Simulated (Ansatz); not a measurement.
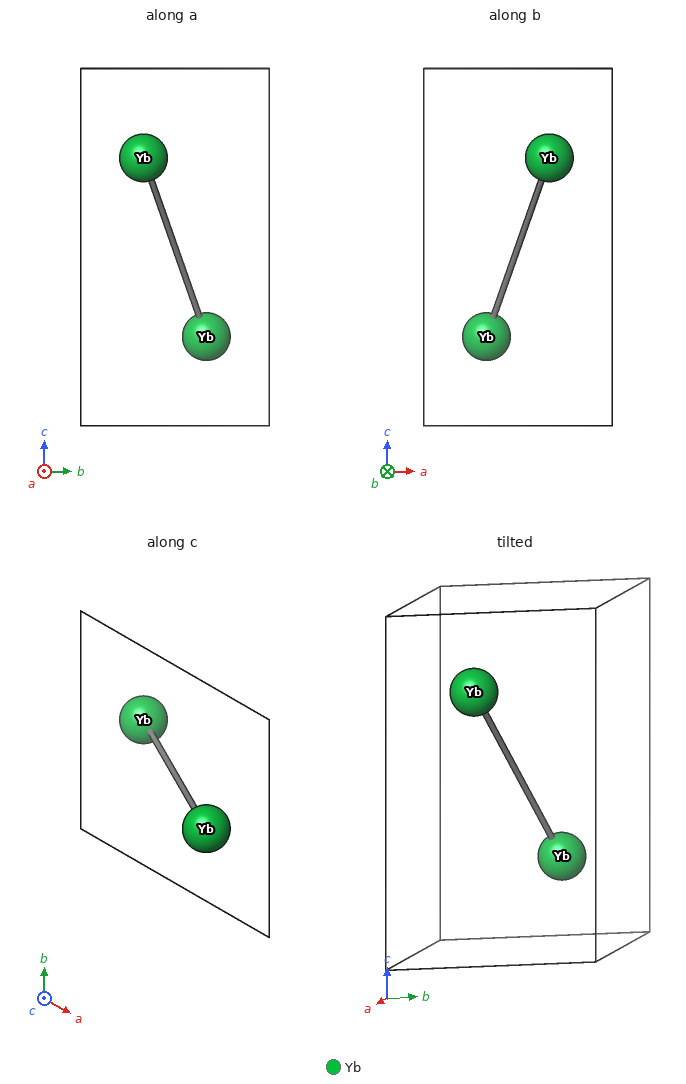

Ball-and-stick drawing of the structure, looking along the a axis, along the b axis, along the c axis and slightly off an axis. One conventional unit cell is framed, with atoms on its boundary repeated.

Lattice parameters: a = 3.4598 Å, b = 3.4598 Å, c = 5.6790 Å, α = 90.000°, β = 90.000°, γ = 120.000°.

### Record the structure as a CIF in P1 with every atom of the cell.

```cif
data_structure
_symmetry_space_group_name_H-M 'P 1'
_symmetry_Int_Tables_number 1
_cell_length_a 3.4598
_cell_length_b 3.4598
_cell_length_c 5.6790
_cell_angle_alpha 90.000
_cell_angle_beta 90.000
_cell_angle_gamma 120.000
_cell_volume 58.87
loop_
_atom_site_label
_atom_site_type_symbol
_atom_site_fract_x
_atom_site_fract_y
_atom_site_fract_z
_atom_site_occupancy
Yb1 Yb 0.3333 0.6667 0.2500 1
Yb2 Yb 0.6667 0.3333 0.7500 1
```

The structure was taken from a structure type filled with this element by a generator (whether the element takes this form wasn't checked). Earlier steps of the study may have refined or changed the cell and positions. A calculation with Ansatz used it as input.
